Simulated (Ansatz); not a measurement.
**Run report: Ni8H, geometry relaxation (part 3 of 3)**

Continued. System: Ni8H (slab, 9 atoms in the cell). Method: DFT PBE+D3(BJ), scalar-relativistic, plane waves, PAW, spin-polarised (Ansatz 0.2.0); cutoff 420 eV, 7×13×1 k-mesh, Gaussian smearing of 0.1 eV, collinear spins. The structure derives from an entry of the Crystallography Open Database. The input holds or restrains some coordinates. Forces given for the steps count only the free coordinates.

Geometry of the input (Å; fractional positions):
```
4.9189  0.0000  0.0000
-1.2297  2.1299  0.0000
0.0000  0.0000  25.0244
Ni 0.3333  0.3333  0.3397
Ni 0.8333  0.3333  0.3397
Ni 0.6667  0.6667  0.4199
Ni 0.1667  0.6667  0.4199
Ni 0.0000  0.0000  0.5002
Ni 0.5000  0.0000  0.5002
Ni 0.3333  0.3333  0.5804
Ni 0.8333  0.3333  0.5804
H  0.3333  0.3333  0.6427
```

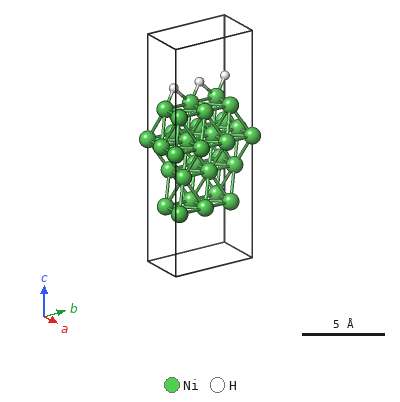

**Figure 1.** The geometry at step 7 of the log (ball-and-stick view of the 1 × 3 repeat of the cell, with the vacuum cut short, seen slightly off an axis).

The program's output, continued:
```
  k-point 0 ↑: bands = ["-101.0490", "-101.0213", "-101.0033", "-100.9064", "-100.7575", "-100.7242", "-100.5720", "-100.5407", "-61.5209", "-61.4888", "-61.4604", "-61.4004", "-61.3741", "-61.3724", "-61.3257", "-61.3196", "-61.3178", "-61.2963", "-61.2892", "-61.2261", "-61.2163", "-61.1539", "-61.1528", "-61.1129", "-61.1035", "-61.0305", "-60.9899", "-60.9704", "-60.9626", "-60.9570", "-60.7482", "-60.6800", "-6.3119", "-5.3847", "-3.8463", "-2.5453", "-2.0844", "-1.9522", "-1.6255", "-1.5315", "-1.4080", "-0.9785", "-0.3778", "-0.0145", "0.1206", "0.1252", "0.2447", "0.2466", "0.2682", "0.3059", "0.3112", "0.4217", "0.5248", "0.5271", "0.5636", "0.5841", "0.5883", "0.6737", "1.0739", "1.1583", "1.4165", "1.4220", "1.6049", "1.6134", "1.7403", "1.7587", "1.9663", "1.9676", "2.0053", "2.1036", "2.1253", "2.1381", "2.1447", "2.2113", "2.3091", "2.4350", "2.5286", "3.2232", "4.3148", "5.0500", "5.2985", "7.4270", "7.5500", "8.1713", "8.3894", "8.9079", "9.1682", "10.0582", "10.2196", "10.5212", "11.4572", "12.3240"]
  k-point 1 ↑: bands = ["-101.0474", "-101.0212", "-101.0024", "-100.9058", "-100.7562", "-100.7240", "-100.5706", "-100.5405", "-61.5153", "-61.4855", "-61.4572", "-61.3993", "-61.3816", "-61.3707", "-61.3349", "-61.3272", "-61.3216", "-61.2942", "-61.2849", "-61.2317", "-61.2224", "-61.1587", "-61.1485", "-61.1181", "-61.1114", "-61.0370", "-60.9890", "-60.9763", "-60.9694", "-60.9568", "-60.7474", "-60.6797", "-6.1086", "-5.1997", "-3.6811", "-2.3910", "-2.0070", "-1.8703", "-1.5456", "-1.4527", "-1.3075", "-0.9332", "-0.4132", "-0.0957", "0.0176", "0.1230", "0.1687", "0.2000", "0.3212", "0.3519", "0.3837", "0.4145", "0.4263", "0.4918", "0.5493", "0.5890", "0.6103", "0.6696", "0.8715", "1.1705", "1.3589", "1.3699", "1.5056", "1.5832", "1.6212", "1.6478", "1.7205", "1.7648", "1.9623", "1.9958", "2.0542", "2.0838", "2.1398", "2.1816", "2.2564", "2.3772", "3.2360", "3.5656", "4.2455", "5.0574", "6.1989", "7.6088", "7.7451", "8.3657", "8.5846", "9.0780", "9.3467", "10.2180", "10.4125", "10.6690", "11.7253", "12.3939"]
  k-point 2 ↑: bands = ["-101.0430", "-101.0212", "-101.0001", "-100.9043", "-100.7527", "-100.7234", "-100.5668", "-100.5401", "-61.5016", "-61.4763", "-61.4502", "-61.4053", "-61.3875", "-61.3750", "-61.3581", "-61.3464", "-61.3293", "-61.2919", "-61.2725", "-61.2521", "-61.2325", "-61.1740", "-61.1440", "-61.1350", "-61.1210", "-61.0542", "-61.0023", "-60.9867", "-60.9777", "-60.9559", "-60.7450", "-60.6787", "-5.5194", "-4.6741", "-3.2292", "-1.9777", "-1.8056", "-1.6468", "-1.3450", "-1.2356", "-1.0947", "-0.8025", "-0.5180", "-0.3081", "-0.2134", "-0.1472", "-0.0006", "0.0873", "0.2086", "0.3068", "0.3485", "0.4281", "0.4710", "0.4967", "0.5902", "0.6227", "0.6530", "0.8333", "0.8977", "0.9624", "1.0602", "1.0938", "1.1998", "1.3048", "1.3754", "1.5699", "1.6227", "1.6794", "1.7969", "1.9391", "1.9656", "1.9977", "2.1253", "2.1488", "2.2222", "3.0042", "3.7724", "4.1574", "4.5720", "5.4606", "7.3011", "8.1403", "8.3395", "8.9946", "9.1787", "9.5927", "9.9185", "10.8146", "10.9870", "11.1397", "12.0173", "13.0720"]
  k-point 45 ↓: bands = ["-100.1445", "-100.1350", "-100.1305", "-100.1146", "-100.0942", "-99.9216", "-99.8635", "-99.8512", "-60.6329", "-60.6169", "-60.6051", "-60.5992", "-60.5835", "-60.5424", "-60.5235", "-60.4968", "-60.4900", "-60.4818", "-60.4672", "-60.4613", "-60.4537", "-60.4421", "-60.4302", "-60.3648", "-60.3226", "-60.3032", "-60.2873", "-60.2645", "-60.2405", "-60.1625", "-60.1542", "-60.1452", "-5.2196", "-4.4591", "-3.1137", "-2.8074", "-2.0109", "-1.5153", "-1.1598", "-0.7252", "-0.5588", "-0.2548", "0.0166", "0.1690", "0.2863", "0.3992", "0.4459", "0.5873", "0.7256", "0.8771", "0.9031", "1.0110", "1.0573", "1.1767", "1.2454", "1.3052", "1.3154", "1.4102", "1.4395", "1.5839", "1.6259", "1.7110", "1.7808", "1.8762", "2.0313", "2.1008", "2.1568", "2.2647", "2.3151", "2.4238", "2.5118", "2.5957", "2.7099", "2.7981", "2.8293", "2.8777", "2.9201", "3.5937", "3.9984", "5.2797", "5.8302", "8.0804", "8.5162", "8.7319", "9.5040", "9.9658", "10.5367", "11.1289", "11.3805", "11.4634", "11.8670", "12.0487"]
--- Relaxed structure (12 steps of the walk, 12 accepted, 0 SCFs on fresh bases) ---
  F+E_penalty+E_count = -46734.55502355 eV   max|allowed force component| = 6.645e-3 eV/Å
  atoms:
    - { symbol: Ni, position: [0.33333333330000003, 0.3333333333, 0.3396685506000001] }
    - { symbol: Ni, position: [0.8333333333000001, 0.33333333330000003, 0.3396685506000001] }
    - { symbol: Ni, position: [0.6666666667, 0.6666666667, 0.4199155129000001] }
    - { symbol: Ni, position: [0.16666666670000002, 0.6666666667, 0.4199155129000001] }
    - { symbol: Ni, position: [0.0007905714790978036, 0.0010377061293948297, 0.4997257699966684] }
    - { symbol: Ni, position: [0.50079847411931, 0.0012975331155086062, 0.5005332362798451] }
    - { symbol: Ni, position: [0.3388444323529654, 0.33999236971789903, 0.582004684487517] }
    - { symbol: Ni, position: [0.8344432417933201, 0.33545792309623257, 0.5805968674683386] }
    - { symbol: H, position: [0.17623875123329233, 0.6775042358505848, 0.6175823503677891] }
--- Löwdin populations: 9 sites ---
  site symbol       q [e]    m [muB]
     0     Ni     17.8053     0.6963
     1     Ni     17.8027     0.7108
     2     Ni     17.7618     0.7066
     3     Ni     17.7625     0.6983
     4     Ni     17.7597     0.7089
     5     Ni     17.7688     0.6225
     6     Ni     17.6960     0.3263
     7     Ni     17.7350     0.5083
     8      H      1.2099    -0.0055
  spilling = 0.011712 (of n_electrons = 145.000000)
```

Trajectory as extended XYZ (Å, eV, eV/Å), 12 frames, from step=1 to step=12:
```
9
Lattice="4.9189 0.0000 0.0000 -1.2297 2.1299 0.0000 0.0000 0.0000 25.0244" Properties=species:S:1:pos:R:3:forces:R:3 step=1 energy=-46733.83804
Ni    1.2297    0.7100    8.5000    0.0002  -0.0040   0.0044
Ni    3.6892    0.7100    8.5000    0.0010  -0.0012   0.0054
Ni    2.4594    1.4200   10.5081   -0.0218  -0.0131  -0.1681
Ni    0.0000    1.4200   10.5081    0.0117   0.0059   0.1219
Ni    0.0000    0.0000   12.5163   -0.0680  -0.0357  -0.0368
Ni    2.4594    0.0000   12.5163    0.0699   0.0390  -0.0797
Ni    1.2297    0.7100   14.5244    0.0236   0.0152   1.1616
Ni    3.6892    0.7100   14.5244   -0.0102  -0.0075   0.0877
H     1.2297    0.7100   16.0844   -0.0065   0.0015  -1.0974
9
Lattice="4.9189 0.0000 0.0000 -1.2297 2.1299 0.0000 0.0000 0.0000 25.0244" Properties=species:S:1:pos:R:3:forces:R:3 step=2 energy=-46733.88969
Ni    1.2297    0.7100    8.5000    0.0002  -0.0040   0.0065
Ni    3.6892    0.7100    8.5000    0.0017  -0.0010   0.0056
Ni    2.4594    1.4200   10.5081   -0.0203  -0.0117  -0.1696
Ni    0.0000    1.4200   10.5081    0.0122   0.0076   0.1374
Ni   -0.0005    0.0004   12.5184   -0.0501  -0.0266  -0.0324
Ni    2.4617    0.0018   12.5168    0.0530   0.0297  -0.0731
Ni    1.2315    0.7122   14.5299    0.0163   0.0090   0.5784
Ni    3.6903    0.7115   14.5321   -0.0064  -0.0054   0.0535
H     1.2266    0.7132   16.0282   -0.0068   0.0024  -0.5063
9
Lattice="4.9189 0.0000 0.0000 -1.2297 2.1299 0.0000 0.0000 0.0000 25.0244" Properties=species:S:1:pos:R:3:forces:R:3 step=3 energy=-46733.90996
Ni    1.2297    0.7100    8.5000    0.0018  -0.0038   0.0119
Ni    3.6892    0.7100    8.5000    0.0026  -0.0006   0.0086
Ni    2.4594    1.4200   10.5081    0.0069  -0.0067  -0.1447
Ni    0.0000    1.4200   10.5081    0.0190   0.0167   0.2075
Ni    0.0034    0.0057   12.5305    0.0700   0.0266   0.0501
Ni    2.4787    0.0130   12.5193   -0.0711  -0.0374   0.1189
Ni    1.2488    0.7302   14.5794    0.0374  -0.0973  -0.2190
Ni    3.7080    0.7213   14.5714    0.0180   0.0000  -0.1009
H     1.1082    0.8740   16.0176   -0.0846   0.1024   0.0683
9
Lattice="4.9189 0.0000 0.0000 -1.2297 2.1299 0.0000 0.0000 0.0000 25.0244" Properties=species:S:1:pos:R:3:forces:R:3 step=4 energy=-46733.94760
Ni    1.2297    0.7100    8.5000    0.0040  -0.0038   0.0141
Ni    3.6892    0.7100    8.5000    0.0023  -0.0014   0.0092
Ni    2.4594    1.4200   10.5081    0.0239  -0.0132  -0.1381
Ni    0.0000    1.4200   10.5081    0.0260   0.0153   0.2099
Ni    0.0087    0.0044   12.5323    0.0935   0.0356   0.0445
Ni    2.4864    0.0127   12.5193   -0.1024  -0.0595   0.1694
Ni    1.2593    0.7290   14.5873    0.0839  -0.1719  -0.1230
Ni    3.7198    0.7176   14.5749    0.0285  -0.0093  -0.1105
H     0.9887    1.0271   15.9956   -0.1598   0.2082  -0.0758
9
Lattice="4.9189 0.0000 0.0000 -1.2297 2.1299 0.0000 0.0000 0.0000 25.0244" Properties=species:S:1:pos:R:3:forces:R:3 step=5 energy=-46734.02223
Ni    1.2297    0.7100    8.5000    0.0068  -0.0037   0.0168
Ni    3.6892    0.7100    8.5000    0.0013  -0.0025   0.0101
Ni    2.4594    1.4200   10.5081    0.0404  -0.0231  -0.1229
Ni    0.0000    1.4200   10.5081    0.0364   0.0081   0.2100
Ni    0.0158   -0.0010   12.5339    0.1134   0.0459   0.0381
Ni    2.4953    0.0077   12.5204   -0.1302  -0.0820   0.2192
Ni    1.2752    0.7167   14.5966    0.1183  -0.2396   0.0899
Ni    3.7358    0.7051   14.5780    0.0348  -0.0128  -0.1184
H     0.8731    1.1795   15.9561   -0.2213   0.3097  -0.3424
9
Lattice="4.9189 0.0000 0.0000 -1.2297 2.1299 0.0000 0.0000 0.0000 25.0244" Properties=species:S:1:pos:R:3:forces:R:3 step=6 energy=-46734.15753
Ni    1.2297    0.7100    8.5000    0.0101  -0.0018   0.0206
Ni    3.6892    0.7100    8.5000   -0.0009  -0.0032   0.0118
Ni    2.4594    1.4200   10.5081    0.0460  -0.0398  -0.0682
Ni    0.0000    1.4200   10.5081    0.0524  -0.0047   0.2143
Ni    0.0256   -0.0100   12.5362    0.0813   0.0319  -0.0158
Ni    2.5000   -0.0048   12.5293   -0.0879  -0.0775   0.1681
Ni    1.2974    0.6840   14.6047    0.1790  -0.3349   0.2189
Ni    3.7547    0.6822   14.5730    0.0331  -0.0292  -0.0869
H     0.7685    1.3220   15.8739   -0.3128   0.4590  -0.4652
9
Lattice="4.9189 0.0000 0.0000 -1.2297 2.1299 0.0000 0.0000 0.0000 25.0244" Properties=species:S:1:pos:R:3:forces:R:3 step=7 energy=-46734.33096
Ni    1.2297    0.7100    8.5000    0.0127  -0.0003   0.0240
Ni    3.6892    0.7100    8.5000   -0.0038  -0.0025   0.0132
Ni    2.4594    1.4200   10.5081    0.0410  -0.0544  -0.0075
Ni    0.0000    1.4200   10.5081    0.0704  -0.0149   0.2160
Ni    0.0352   -0.0186   12.5368    0.0415   0.0085  -0.0450
Ni    2.5030   -0.0192   12.5406   -0.0324  -0.0546   0.1019
Ni    1.3211    0.6460   14.6213    0.1875  -0.3389   0.1794
Ni    3.7725    0.6581   14.5670    0.0259  -0.0325  -0.0575
H     0.6708    1.4548   15.7699   -0.3426   0.4892  -0.4242
9
Lattice="4.9189 0.0000 0.0000 -1.2297 2.1299 0.0000 0.0000 0.0000 25.0244" Properties=species:S:1:pos:R:3:forces:R:3 step=8 energy=-46734.44136
Ni    1.2297    0.7100    8.5000    0.0136   0.0002   0.0239
Ni    3.6892    0.7100    8.5000   -0.0056  -0.0009   0.0113
Ni    2.4594    1.4200   10.5081    0.0352  -0.0591  -0.0102
Ni    0.0000    1.4200   10.5081    0.0857  -0.0195   0.1788
Ni    0.0407   -0.0237   12.5294    0.0255  -0.0002  -0.0458
Ni    2.5064   -0.0265   12.5408   -0.0281  -0.0189   0.0578
Ni    1.3267    0.6422   14.6162    0.0957  -0.0857  -0.0930
Ni    3.7824    0.6481   14.5533   -0.0029   0.0294  -0.0195
H     0.5608    1.5671   15.6549   -0.2190   0.1545  -0.1035
9
Lattice="4.9189 0.0000 0.0000 -1.2297 2.1299 0.0000 0.0000 0.0000 25.0244" Properties=species:S:1:pos:R:3:forces:R:3 step=9 energy=-46734.48036
Ni    1.2297    0.7100    8.5000    0.0126   0.0014   0.0199
Ni    3.6892    0.7100    8.5000   -0.0058  -0.0014   0.0043
Ni    2.4594    1.4200   10.5081    0.0105  -0.0435  -0.0749
Ni    0.0000    1.4200   10.5081    0.0761  -0.0015   0.0757
Ni    0.0288   -0.0132   12.5102    0.0006  -0.0163  -0.0317
Ni    2.4919   -0.0162   12.5287   -0.0046   0.0082   0.0157
Ni    1.2962    0.6718   14.5753    0.0473   0.1688  -0.0802
Ni    3.7563    0.6737   14.5245    0.0052   0.0520   0.0750
H     0.3877    1.5855   15.5706   -0.1419  -0.1676  -0.0043
9
Lattice="4.9189 0.0000 0.0000 -1.2297 2.1299 0.0000 0.0000 0.0000 25.0244" Properties=species:S:1:pos:R:3:forces:R:3 step=10 energy=-46734.52652
Ni    1.2297    0.7100    8.5000    0.0100   0.0021   0.0188
Ni    3.6892    0.7100    8.5000   -0.0052  -0.0017   0.0026
Ni    2.4594    1.4200   10.5081    0.0016  -0.0245  -0.0717
Ni    0.0000    1.4200   10.5081    0.0718   0.0160   0.0258
Ni    0.0246   -0.0018   12.5031   -0.0024  -0.0075  -0.0044
Ni    2.4871   -0.0023   12.5263   -0.0040   0.0105  -0.0100
Ni    1.2881    0.7083   14.5589    0.0539   0.1504   0.0204
Ni    3.7464    0.7062   14.5230    0.0127   0.0412   0.0900
H     0.2147    1.5323   15.5116   -0.1383  -0.1865  -0.0719
9
Lattice="4.9189 0.0000 0.0000 -1.2297 2.1299 0.0000 0.0000 0.0000 25.0244" Properties=species:S:1:pos:R:3:forces:R:3 step=11 energy=-46734.55365
Ni    1.2297    0.7100    8.5000    0.0075   0.0024   0.0191
Ni    3.6892    0.7100    8.5000   -0.0050  -0.0021   0.0030
Ni    2.4594    1.4200   10.5081   -0.0167  -0.0096  -0.0409
Ni    0.0000    1.4200   10.5081    0.0484   0.0253  -0.0031
Ni    0.0120    0.0059   12.5015    0.0098   0.0054   0.0136
Ni    2.4734    0.0076   12.5265   -0.0203  -0.0063  -0.0266
Ni    1.2648    0.7316   14.5587    0.0148   0.0710   0.0197
Ni    3.7149    0.7246   14.5254   -0.0746  -0.0337   0.0014
H     0.0434    1.4654   15.4504    0.0360  -0.0523   0.0143
9
Lattice="4.9189 0.0000 0.0000 -1.2297 2.1299 0.0000 0.0000 0.0000 25.0244" Properties=species:S:1:pos:R:3:forces:R:3 step=12 energy=-46734.55502
Ni    1.2297    0.7100    8.5000    0.0070   0.0021   0.0201
Ni    3.6892    0.7100    8.5000   -0.0045  -0.0020   0.0037
Ni    2.4594    1.4200   10.5081   -0.0250  -0.0125  -0.0337
Ni    0.0000    1.4200   10.5081    0.0276   0.0160   0.0100
Ni    0.0026    0.0022   12.5053   -0.0012  -0.0013   0.0023
Ni    2.4618    0.0028   12.5255    0.0014   0.0000  -0.0025
Ni    1.2486    0.7242   14.5643   -0.0006   0.0031   0.0003
Ni    3.6920    0.7145   14.5291   -0.0066  -0.0033  -0.0013
H     0.0338    1.4430   15.4546    0.0019  -0.0021   0.0011
```

Key numbers:

| quantity | value |
| --- | --- |
| outcome | converged under the restraints of the input |
| electrons treated | 145 |
| free energy | −46734.5550 eV |
| work function, top face | 5.12 eV |
| work function, bottom face | 5.09 eV |
| Fermi energy | 2.735 eV |
| gap on the k-point mesh | none (metallic) |
| net moment of the cell | 4.75 μB |
| integrated absolute moment | 5.45 μB |
| final volume | 262.18 Å³ |
| work function (upper face) | 5.12 eV |
| largest force (length of the vector) at the end, held atoms and coordinates included | 0.044 eV/Å |
| hardware | 4 threads of Arm Neoverse N1, 98 GiB of memory available, shared host |
| wall time | 41 min (CPU time 2.7 h) |
| peak memory | 1.9 GiB |

Notes:

The program warns: the k-point mesh lowers the symmetry that the run can use; the exchange-correlation potential is rough where the density is thin.
